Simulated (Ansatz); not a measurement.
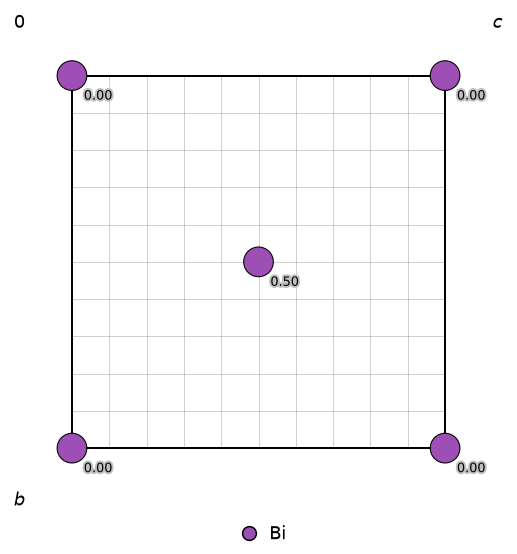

Plan of a unit cell projected along a (b down the page, c across); the numbers are heights as fractions of a, and atoms on the cell's edges are repeated. The grid marks tenths of b and c. Source: coordinates from a relaxation with DFT r2SCAN, scalar-relativistic, plane waves, PAW (Ansatz 0.2.0); the starting structure was generated, so it need not be a known form of this composition. The drawing is computed from the coordinates (standard cell, symmetry found to 0.002 Å).

a = 3.962 Å, b = 3.962 Å, c = 3.968 Å, α = 90.00°, β = 90.00°, γ = 90.00°.

Question: What does the cell contain?

Answer: 2 Bi: Bi, Z = 2.

Question: Give the fractional coordinates of all atoms, to two places.

Answer:
```json
{"atom": "Bi", "x": "0.00", "y": "0.00", "z": "0.00"}
{"atom": "Bi", "x": "0.50", "y": "0.50", "z": "0.50"}
```
